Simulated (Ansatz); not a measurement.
C24H: geometry relaxation (part 1 of 3)

System: C24H (slab, 25 atoms in the cell).
Method: DFT PBE+D3(BJ), scalar-relativistic, plane waves, PAW, no spin polarisation (Ansatz 0.2.0).

The structure derives from a Materials Project entry. The input holds or restrains some coordinates. Forces given for the steps count only the free coordinates. Figures and captions count atoms from 1; the log counts them from 0 in places.

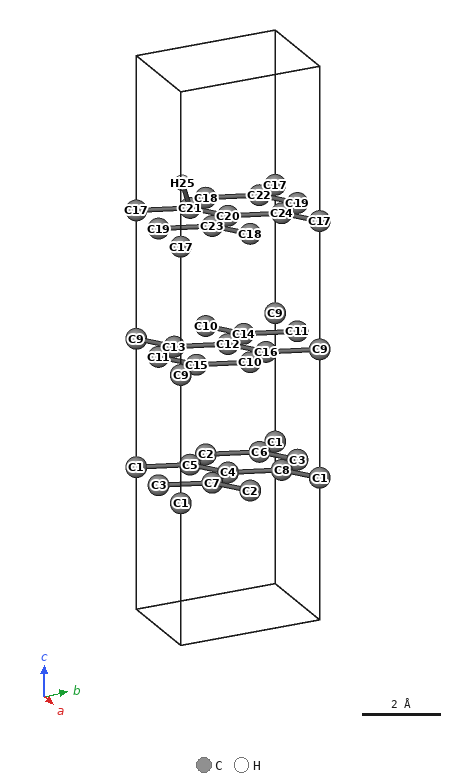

The input geometry (ball-and-stick view of the cell of the calculation, with the vacuum cut short, seen slightly off an axis; atoms are numbered from 1 in the order of the input). An atom can appear more than once, as a periodic image.

## Input file
```yaml
crystal:
  lattice:
    - [4.9299480855, 0.0, 0.0]
    - [-2.4649740427, 4.2694602813, 0.0]
    - [0.0, 0.0, 25.7441729792]
  atoms:
    - { symbol: C, position: [0.0, 0.0, 0.3301718026] }
    - { symbol: C, position: [0.0, 0.5, 0.3301718026] }
    - { symbol: C, position: [0.5, 0.0, 0.3301718026] }
    - { symbol: C, position: [0.5, 0.5, 0.3301718026] }
    - { symbol: C, position: [0.1666666667, 0.3333333333, 0.3301718026] }
    - { symbol: C, position: [0.1666666667, 0.8333333333, 0.3301718026] }
    - { symbol: C, position: [0.6666666667, 0.3333333333, 0.3301718026] }
    - { symbol: C, position: [0.6666666667, 0.8333333333, 0.3301718026] }
    - { symbol: C, position: [0.0, 0.0, 0.4611562585] }
    - { symbol: C, position: [0.0, 0.5, 0.4611562585] }
    - { symbol: C, position: [0.5, 0.0, 0.4611562585] }
    - { symbol: C, position: [0.5, 0.5, 0.4611562585] }
    - { symbol: C, position: [0.3333333333, 0.1666666667, 0.4611562585] }
    - { symbol: C, position: [0.3333333333, 0.6666666667, 0.4611562585] }
    - { symbol: C, position: [0.8333333333, 0.1666666667, 0.4611562585] }
    - { symbol: C, position: [0.8333333333, 0.6666666667, 0.4611562585] }
    - { symbol: C, position: [0.0, 0.0, 0.5921407144] }
    - { symbol: C, position: [0.0, 0.5, 0.5921407144] }
    - { symbol: C, position: [0.5, 0.0, 0.5921407144] }
    - { symbol: C, position: [0.5, 0.5, 0.5921407144] }
    - { symbol: C, position: [0.1666666667, 0.3333333333, 0.5921407144] }
    - { symbol: C, position: [0.1666666667, 0.8333333333, 0.5921407144] }
    - { symbol: C, position: [0.6666666667, 0.3333333333, 0.5921407144] }
    - { symbol: C, position: [0.6666666667, 0.8333333333, 0.5921407144] }
    - { symbol: H, position: [0.25, 0.25, 0.6232157076] }
basis:
  ecutwfc: 420
kpoints:
  mp_grid: { grid: [6, 6, 1] }
hamiltonian:
  xc: pbe
  dispersion: d3bj
scf:
  occupations: { method: gaussian, width: 0.1 }
output:
  forces: true
  eigenvalues: true
  write_density: true
  write_potential: true
  elf: true
  volumetric_format: npy
relax:
  adjacent_minimum: "off"
  f_tol: 0.03
  max_steps: 70
  constraints: [{ sites: [0, 1, 2, 3, 4, 5, 6, 7] }]
efield:
  axis: 3
  dipole_correction: true
```

Run as:
```bash
ansatz run input.yaml --threads 2 --pin off --max-ram 5120MiB --backend cpu --events-out ev --progress --plain --runs-dir out
```

## Output
```
Engine: ansatz 0.2.0, x86_64-unknown-linux-gnu
Pseudopotentials: kind: paw
Pseudopotential: C, paw, valence charge 4, recommended cutoff 420 eV (normal), C.paw.azcp
Pseudopotential: H, paw, valence charge 1, recommended cutoff 420 eV (normal), H.paw.azcp
Functional definition: PBE
  parameter kappa = 0.804
  parameter beta = 0.06672455060314922
  exchange = pbe_x(kappa = kappa, mu = beta*pi^2/3)
  correlation = pbe_c(beta = beta)
Crystal: 25 atoms, lattice volume = 541.869 Å³
Basis set: ecut = 420 eV, 10581 PW (Γ), exchange–correlation on 72×72×360 points (8 copies of the dense FFT grid, shifted against one another)
Bands: 74, of which v1, the nominal top of the filled ones, is band 49 counted from 1 (48 counted from 0)
Symmetry: 2 space group operations
Space group: Cm (ITA 8), of the structure as read, at distance tolerance 8.2e-5 Å
k-points: 13 of 36 (time reversal used)
Non-local potential: C, projectors of the file, l = 0: 2, l = 1: 2, l = 2: 1
Non-local potential: H, projectors of the file, l = 0: 2, l = 1: 1
PAW form: soft (Blöchl's): semilocal exchange-correlation on the pseudo side does not see the compensation charge
PAW one-centre angular grid: C, 110 points (default); XC on 64 Gauss nodes
PAW one-centre angular grid: H, 110 points (default); XC on 64 Gauss nodes
Initial density: superposition of atomic densities (neutral atoms: chi_scale 0, normalization atom), corrected by the library's trained network
Initial wavefunctions: pseudopotential atomic-orbital guess
Functional: x = pbe(κ = 0.804, μ = 0.2195149727645171), c = pbe(β = 0.06672455060314922)
SCF iter   1: F=—  HF=-6037.932508 eV  |F-HF|=—  |Δ(HF+E_count)|=         —  Δρ=4.56e-3  dr2=5.00e-1  ethr=1.77e-3  p=0.043 e·Å  D=1.43e-2 V/Å  ΔV_dip=-0.37 eV  dr2_dipole=1.73e-1  V_vac-E_F(+/−)=3.78/4.15 eV  ⟨swp⟩=14.9  Hψ=7799  notcnv=0  defer=109
efield: sawtooth ramp at fractional position 0.9267 (placed from the atoms, in the widest stretch of the axis that holds none; the zero of the levels goes with the place), width 0.1000; the density the first Hamiltonian is built on has a dipole p = 0.043 e·Å; the dipole correction subtracts the counter field D = 1.43e-2 V/Å, which shifts the + side's vacuum level by -0.37 eV against the − side's; the planar-averaged density in the ramp window peaks in size at 2.2e-5 e/Å³
preconditioner: auto → LDOS  [insulator: Δε(μ)=0.221 eV  Ē_g=14.913 eV  σ=0.100 eV  W_gap=0.64  n_scr=82 (ndim 8)  ℏωp=15.7 eV  f_vac=0.593  D(μ)=2.93/eV (n_scr^D=8)  ε∞_Penn≈2.1  β→1.0]
SCF iter   2: F=—  HF=-6037.874000 eV  |F-HF|=—  |Δ(HF+E_count)|=   5.85e-2  Δρ=3.11e-3  dr2=5.66e-2  ethr=5.16e-4  p=0.141 e·Å  D=4.71e-2 V/Å  ΔV_dip=-1.21 eV  dr2_dipole=6.80e-4  V_vac-E_F(+/−)=2.93/4.14 eV  ⟨swp⟩=2.9  Hψ=1518  notcnv=0  defer=236
SCF iter   3: F=—  HF=-6037.872944 eV  |F-HF|=—  |Δ(HF+E_count)|=   1.06e-3  Δρ=2.75e-3  dr2=3.95e-2  ethr=5.83e-5  p=0.161 e·Å  D=5.39e-2 V/Å  ΔV_dip=-1.39 eV  dr2_dipole=1.29e-4  V_vac-E_F(+/−)=2.90/4.28 eV  ⟨swp⟩=2.0  Hψ=1395  notcnv=0  defer=236
SCF iter   4: F=—  HF=-6037.863114 eV  |F-HF|=—  |Δ(HF+E_count)|=   9.83e-3  Δρ=3.82e-4  dr2=1.23e-3  ethr=4.08e-5  p=0.160 e·Å  D=5.33e-2 V/Å  ΔV_dip=-1.37 eV  dr2_dipole=1.05e-4  V_vac-E_F(+/−)=2.90/4.28 eV  ⟨swp⟩=2.1  Hψ=1680  notcnv=0  defer=221
SCF iter   5: F=—  HF=-6037.863105 eV  |F-HF|=—  |Δ(HF+E_count)|=   8.51e-6  Δρ=1.65e-4  dr2=3.19e-4  ethr=1.27e-6  p=0.160 e·Å  D=5.35e-2 V/Å  ΔV_dip=-1.38 eV  dr2_dipole=1.61e-5  V_vac-E_F(+/−)=2.88/4.26 eV  ⟨swp⟩=2.0  Hψ=1125  notcnv=0  defer=221
SCF iter   6: F=—  HF=-6037.863096 eV  |F-HF|=—  |Δ(HF+E_count)|=   8.66e-6  Δρ=6.94e-5  dr2=6.89e-5  ethr=3.28e-7  p=0.161 e·Å  D=5.38e-2 V/Å  ΔV_dip=-1.39 eV  dr2_dipole=1.72e-5  V_vac-E_F(+/−)=2.88/4.27 eV  ⟨swp⟩=2.0  Hψ=1108  notcnv=0  defer=221
SCF iter   7: F=-6037.863100 eV  HF=-6037.863106 eV  |F-HF|=6.26e-6  |Δ(HF+E_count)|=   9.43e-6  Δρ=3.34e-5  dr2=1.18e-5  ethr=2.32e-8  p=0.161 e·Å  D=5.37e-2 V/Å  ΔV_dip=-1.38 eV  dr2_dipole=1.77e-6  V_vac-E_F(+/−)=2.88/4.27 eV  ⟨swp⟩=30.5  Hψ=12377  notcnv=0
SCF 1 converged in 7 iterations: F = -6037.863100 eV  dr2 = 1.18e-5
  greatest PAW one-centre occupation: 0.680 electrons in one spin orbital (limit 2), on the C atom at site 20 (counted from 0), in its partial waves of l = 0
relax step   1: F+E_penalty+E_count = -6037.86309960 eV  Δ(F+E_penalty+E_count) = +0.000e0 eV  max|allowed force component| = 4.787e0 eV/Å  Δτ_max = 0.0000 Å  (7 SCF iters, dr2 threshold 2.25e-5 eV, accepted)
Initial density: handed on by an earlier stage of this run
Initial wavefunctions: those handed on with the density
iter 1 solved again at ethr=1.79e-4 eV; its pass at ethr=3.10e-3 eV (dr2=1.73e-1 eV) is discarded
SCF iter   1: F=—  HF=-6038.638466 eV  |F-HF|=—  |Δ(HF+E_count)|=         —  Δρ=6.03e-3  dr2=1.77e-1  ethr=1.79e-4  p=0.161 e·Å  D=5.37e-2 V/Å  ΔV_dip=-1.38 eV  dr2_dipole=2.11e-2  V_vac-E_F(+/−)=2.97/4.35 eV  ⟨swp⟩=1.5  Hψ=3634  notcnv=0  defer=138
efield: sawtooth ramp at fractional position 0.9267 (handed on by an earlier solve), width 0.1000; the density the first Hamiltonian is built on has a dipole p = 0.161 e·Å; the dipole correction subtracts the counter field D = 5.37e-2 V/Å, which shifts the + side's vacuum level by -1.38 eV against the − side's; the planar-averaged density in the ramp window peaks in size at 4.2e-7 e/Å³
preconditioner: auto → LDOS  [metal: Δε(μ)=0.052 eV  Ē_g=14.688 eV  σ=0.100 eV  W_gap=0.29  n_scr=82 (ndim 8)  ℏωp=15.7 eV  f_vac=0.595  D(μ)=2.60/eV (n_scr^D=6)  β→1.0]
SCF iter   2: F=—  HF=-6038.614155 eV  |F-HF|=—  |Δ(HF+E_count)|=   2.43e-2  Δρ=2.37e-3  dr2=4.69e-2  ethr=1.79e-4  p=0.153 e·Å  D=5.12e-2 V/Å  ΔV_dip=-1.32 eV  dr2_dipole=4.04e-5  V_vac-E_F(+/−)=2.92/4.24 eV  ⟨swp⟩=2.0  Hψ=1426  notcnv=0  defer=138
SCF iter   3: F=—  HF=-6038.604708 eV  |F-HF|=—  |Δ(HF+E_count)|=   9.45e-3  Δρ=6.33e-4  dr2=2.39e-3  ethr=4.84e-5  p=0.155 e·Å  D=5.19e-2 V/Å  ΔV_dip=-1.33 eV  dr2_dipole=3.54e-4  V_vac-E_F(+/−)=2.95/4.29 eV  ⟨swp⟩=2.0  Hψ=1696  notcnv=0  defer=203
SCF iter   4: F=—  HF=-6038.604667 eV  |F-HF|=—  |Δ(HF+E_count)|=   4.11e-5  Δρ=2.83e-4  dr2=6.45e-4  ethr=2.47e-6  p=0.153 e·Å  D=5.09e-2 V/Å  ΔV_dip=-1.31 eV  dr2_dipole=2.53e-6  V_vac-E_F(+/−)=2.95/4.26 eV  ⟨swp⟩=2.0  Hψ=1436  notcnv=0  defer=201
SCF iter   5: F=—  HF=-6038.604620 eV  |F-HF|=—  |Δ(HF+E_count)|=   4.71e-5  Δρ=1.74e-4  dr2=2.18e-4  ethr=6.65e-7  p=0.154 e·Å  D=5.15e-2 V/Å  ΔV_dip=-1.32 eV  dr2_dipole=1.28e-5  V_vac-E_F(+/−)=2.95/4.28 eV  ⟨swp⟩=2.0  Hψ=1245  notcnv=0  defer=201
SCF iter   6: F=-6038.604584 eV  HF=-6038.604600 eV  |F-HF|=1.56e-5  |Δ(HF+E_count)|=   2.03e-5  Δρ=7.40e-5  dr2=3.84e-5  ethr=1.03e-7  p=0.153 e·Å  D=5.12e-2 V/Å  ΔV_dip=-1.32 eV  dr2_dipole=2.25e-8  V_vac-E_F(+/−)=2.95/4.27 eV  ⟨swp⟩=22.4  Hψ=10572  notcnv=0
SCF 2 converged in 6 iterations: F = -6038.604584 eV  dr2 = 3.84e-5
[... from here on the iterations of each SCF are left out, up to the last one ...]
relax step   2: F+E_penalty+E_count = -6038.60458394 eV  Δ(F+E_penalty+E_count) = -7.415e-1 eV  max|allowed force component| = 2.625e0 eV/Å  Δτ_max = 0.1618 Å  (6 SCF iters, dr2 threshold 1.00e-4 eV, accepted)
efield: sawtooth ramp at fractional position 0.9267 (handed on by an earlier solve), width 0.1000; the density the first Hamiltonian is built on has a dipole p = 0.153 e·Å; the dipole correction subtracts the counter field D = 5.12e-2 V/Å, which shifts the + side's vacuum level by -1.32 eV against the − side's; the planar-averaged density in the ramp window peaks in size at 8.6e-7 e/Å³
preconditioner: auto → LDOS  [insulator: Δε(μ)=0.145 eV  Ē_g=14.655 eV  σ=0.100 eV  W_gap=0.69  n_scr=82 (ndim 8)  ℏωp=15.7 eV  f_vac=0.594  D(μ)=2.15/eV (n_scr^D=6)  ε∞_Penn≈2.1  β→1.0]
SCF 3 converged in 9 iterations: F = -6039.203887 eV  dr2 = 1.42e-5
relax step   3: F+E_penalty+E_count = -6039.20388656 eV  Δ(F+E_penalty+E_count) = -5.993e-1 eV  max|allowed force component| = 1.302e0 eV/Å  Δτ_max = 0.1952 Å  (9 SCF iters, dr2 threshold 1.00e-4 eV, accepted)
efield: sawtooth ramp at fractional position 0.9267 (handed on by an earlier solve), width 0.1000; the density the first Hamiltonian is built on has a dipole p = 0.125 e·Å; the dipole correction subtracts the counter field D = 4.18e-2 V/Å, which shifts the + side's vacuum level by -1.08 eV against the − side's; the planar-averaged density in the ramp window peaks in size at 8.9e-7 e/Å³
preconditioner: auto → LDOS  [metal: Δε(μ)=0.061 eV  Ē_g=14.666 eV  σ=0.100 eV  W_gap=0.32  n_scr=82 (ndim 8)  ℏωp=15.7 eV  f_vac=0.593  D(μ)=5.16/eV (n_scr^D=10)  β→1.0]
SCF 4 converged in 7 iterations: F = -6039.619335 eV  dr2 = 4.84e-5
relax step   4: F+E_penalty+E_count = -6039.61933520 eV  Δ(F+E_penalty+E_count) = -4.154e-1 eV  max|allowed force component| = 1.003e0 eV/Å  Δτ_max = 0.2000 Å  (7 SCF iters, dr2 threshold 1.00e-4 eV, accepted)
efield: sawtooth ramp at fractional position 0.9267 (handed on by an earlier solve), width 0.1000; the density the first Hamiltonian is built on has a dipole p = 0.103 e·Å; the dipole correction subtracts the counter field D = 3.45e-2 V/Å, which shifts the + side's vacuum level by -0.89 eV against the − side's; the planar-averaged density in the ramp window peaks in size at 1.5e-6 e/Å³
preconditioner: auto → LDOS  [metal: Δε(μ)=0.010 eV  Ē_g=14.652 eV  σ=0.100 eV  W_gap=0.05  n_scr=82 (ndim 8)  ℏωp=15.7 eV  f_vac=0.593  D(μ)=8.19/eV (n_scr^D=54)  β→1.0]
SCF 5 converged in 9 iterations: F = -6039.798772 eV  dr2 = 4.03e-5
relax step   5: F+E_penalty+E_count = -6039.79877218 eV  Δ(F+E_penalty+E_count) = -1.794e-1 eV  max|allowed force component| = 3.379e-1 eV/Å  Δτ_max = 0.1950 Å  (9 SCF iters, dr2 threshold 1.00e-4 eV, accepted)
efield: sawtooth ramp at fractional position 0.9267 (handed on by an earlier solve), width 0.1000; the density the first Hamiltonian is built on has a dipole p = 0.089 e·Å; the dipole correction subtracts the counter field D = 2.96e-2 V/Å, which shifts the + side's vacuum level by -0.76 eV against the − side's; the planar-averaged density in the ramp window peaks in size at 4.4e-7 e/Å³
preconditioner: auto → LDOS  [metal: Δε(μ)=0.046 eV  Ē_g=14.661 eV  σ=0.100 eV  W_gap=0.25  n_scr=82 (ndim 8)  ℏωp=15.7 eV  f_vac=0.589  D(μ)=8.31/eV (n_scr^D=54)  β→1.0]
SCF 6 converged in 9 iterations: F = -6039.827430 eV  dr2 = 1.27e-5
relax step   6: F+E_penalty+E_count = -6039.82743015 eV  Δ(F+E_penalty+E_count) = -2.866e-2 eV  max|allowed force component| = 4.190e-1 eV/Å  Δτ_max = 0.1576 Å  (9 SCF iters, dr2 threshold 1.29e-5 eV, accepted)
efield: sawtooth ramp at fractional position 0.9267 (handed on by an earlier solve), width 0.1000; the density the first Hamiltonian is built on has a dipole p = 0.086 e·Å; the dipole correction subtracts the counter field D = 2.86e-2 V/Å, which shifts the + side's vacuum level by -0.74 eV against the − side's; the planar-averaged density in the ramp window peaks in size at 7.9e-7 e/Å³
preconditioner: auto → LDOS  [metal: Δε(μ)=0.023 eV  Ē_g=14.706 eV  σ=0.100 eV  W_gap=0.13  n_scr=82 (ndim 8)  ℏωp=15.7 eV  f_vac=0.592  D(μ)=7.23/eV (n_scr^D=42)  β→1.0]
SCF 7 converged in 8 iterations: F = -6039.806992 eV  dr2 = 1.83e-5
relax step   7: F+E_penalty+E_count = -6039.80699157 eV  Δ(F+E_penalty+E_count) = +2.044e-2 eV  max|allowed force component| = 7.091e-1 eV/Å  Δτ_max = 0.0845 Å  (8 SCF iters, dr2 threshold 1.99e-5 eV, rejected (line search))
efield: sawtooth ramp at fractional position 0.9267 (handed on by an earlier solve), width 0.1000; the density the first Hamiltonian is built on has a dipole p = 0.098 e·Å; the dipole correction subtracts the counter field D = 3.29e-2 V/Å, which shifts the + side's vacuum level by -0.85 eV against the − side's; the planar-averaged density in the ramp window peaks in size at 1.5e-6 e/Å³
preconditioner: auto → LDOS  [metal: Δε(μ)=0.045 eV  Ē_g=14.665 eV  σ=0.100 eV  W_gap=0.25  n_scr=82 (ndim 8)  ℏωp=15.7 eV  f_vac=0.591  D(μ)=8.33/eV (n_scr^D=54)  β→1.0]
SCF 8 converged in 13 iterations: F = -6039.840068 eV  dr2 = 7.71e-8
  greatest PAW one-centre occupation: 0.675 electrons in one spin orbital (limit 2), on the C atom at site 22 (counted from 0), in its partial waves of l = 0
relax step   8: F+E_penalty+E_count = -6039.84006758 eV  Δ(F+E_penalty+E_count) = -1.264e-2 eV  max|allowed force component| = 4.043e-2 eV/Å  Δτ_max = 0.0422 Å  (13 SCF iters, accepted)
SCF iter   1: F=—  HF=-6039.847524 eV  |F-HF|=—  |Δ(HF+E_count)|=         —  Δρ=2.27e-3  dr2=2.25e-2  ethr=3.53e-4  p=0.090 e·Å  D=3.00e-2 V/Å  ΔV_dip=-0.77 eV  dr2_dipole=4.01e-4  V_vac-E_F(+/−)=3.52/4.29 eV  ⟨swp⟩=2.1  Hψ=1889  notcnv=0  defer=220
efield: sawtooth ramp at fractional position 0.9267 (handed on by an earlier solve), width 0.1000; the density the first Hamiltonian is built on has a dipole p = 0.090 e·Å; the dipole correction subtracts the counter field D = 3.00e-2 V/Å, which shifts the + side's vacuum level by -0.77 eV against the − side's; the planar-averaged density in the ramp window peaks in size at 7.0e-7 e/Å³
preconditioner: auto → LDOS  [metal: Δε(μ)=0.044 eV  Ē_g=14.687 eV  σ=0.100 eV  W_gap=0.24  n_scr=82 (ndim 8)  ℏωp=15.7 eV  f_vac=0.591  D(μ)=8.16/eV (n_scr^D=54)  β→1.0]
SCF iter   2: F=—  HF=-6039.845433 eV  |F-HF|=—  |Δ(HF+E_count)|=   2.09e-3  Δρ=1.16e-3  dr2=1.92e-2  ethr=2.32e-5  p=0.090 e·Å  D=3.01e-2 V/Å  ΔV_dip=-0.77 eV  dr2_dipole=1.46e-3  V_vac-E_F(+/−)=3.52/4.29 eV  ⟨swp⟩=2.2  Hψ=1672  notcnv=0  defer=234
SCF iter   3: F=—  HF=-6039.840721 eV  |F-HF|=—  |Δ(HF+E_count)|=   4.71e-3  Δρ=1.31e-4  dr2=6.67e-5  ethr=1.98e-5  p=0.089 e·Å  D=2.99e-2 V/Å  ΔV_dip=-0.77 eV  dr2_dipole=1.75e-5  V_vac-E_F(+/−)=3.52/4.29 eV  ⟨swp⟩=2.0  Hψ=1108  notcnv=0  defer=234
SCF iter   4: F=—  HF=-6039.840608 eV  |F-HF|=—  |Δ(HF+E_count)|=   1.12e-4  Δρ=3.50e-5  dr2=1.65e-5  ethr=6.88e-8  p=0.090 e·Å  D=3.01e-2 V/Å  ΔV_dip=-0.78 eV  dr2_dipole=1.33e-6  V_vac-E_F(+/−)=3.52/4.30 eV  ⟨swp⟩=2.0  Hψ=1349  notcnv=0  defer=234
SCF iter   5: F=—  HF=-6039.840606 eV  |F-HF|=—  |Δ(HF+E_count)|=   1.98e-6  Δρ=1.06e-5  dr2=6.51e-7  ethr=1.70e-8  p=0.090 e·Å  D=3.00e-2 V/Å  ΔV_dip=-0.77 eV  dr2_dipole=1.11e-8  V_vac-E_F(+/−)=3.52/4.29 eV  ⟨swp⟩=2.0  Hψ=1108  notcnv=0  defer=234
SCF iter   6: F=—  HF=-6039.840607 eV  |F-HF|=—  |Δ(HF+E_count)|=   5.37e-7  Δρ=7.06e-6  dr2=3.50e-7  ethr=1.03e-10  p=0.090 e·Å  D=3.00e-2 V/Å  ΔV_dip=-0.77 eV  dr2_dipole=4.84e-9  V_vac-E_F(+/−)=3.52/4.29 eV  ⟨swp⟩=17.9  Hψ=8275  notcnv=0
SCF iter   7: F=—  HF=-6039.840607 eV  |F-HF|=—  |Δ(HF+E_count)|=   1.48e-7  Δρ=4.74e-6  dr2=1.75e-7  ethr=3.61e-10  p=0.090 e·Å  D=3.00e-2 V/Å  ΔV_dip=-0.77 eV  dr2_dipole=1.03e-9  V_vac-E_F(+/−)=3.52/4.29 eV  ⟨swp⟩=2.1  Hψ=963  notcnv=0
SCF iter   8: F=-6039.840607 eV  HF=-6039.840607 eV  |F-HF|=1.74e-7  |Δ(HF+E_count)|=   1.73e-7  Δρ=2.97e-6  dr2=7.00e-8  ethr=1.03e-10  p=0.090 e·Å  D=3.00e-2 V/Å  ΔV_dip=-0.77 eV  dr2_dipole=4.71e-10  V_vac-E_F(+/−)=3.52/4.29 eV  ⟨swp⟩=12.3  Hψ=6599  notcnv=0
SCF 9 converged in 8 iterations: F = -6039.840607 eV  dr2 = 7.00e-8
relax step   9: F+E_penalty+E_count = -6039.84060717 eV  Δ(F+E_penalty+E_count) = -5.396e-4 eV  max|allowed force component| = 5.016e-3 eV/Å  Δτ_max = 0.0170 Å  (8 SCF iters, accepted)
```

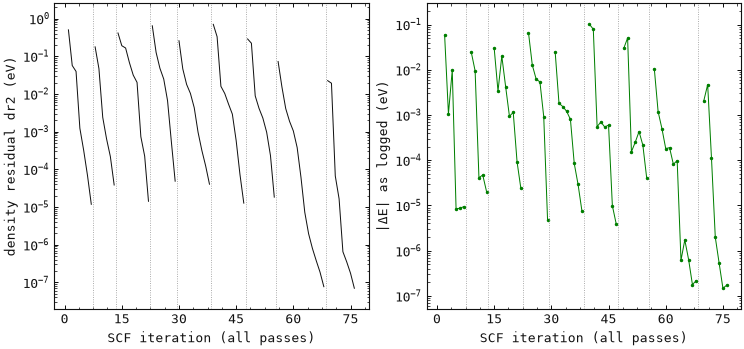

Convergence of the self-consistent field: density residual dr2 and size of the energy change against the SCF iteration. The dotted lines part the SCF passes of the relaxation: geometry steps, rejected trials and re-solves on a re-selected basis. The 9 passes take 6 to 13 iterations each, 76 in all.
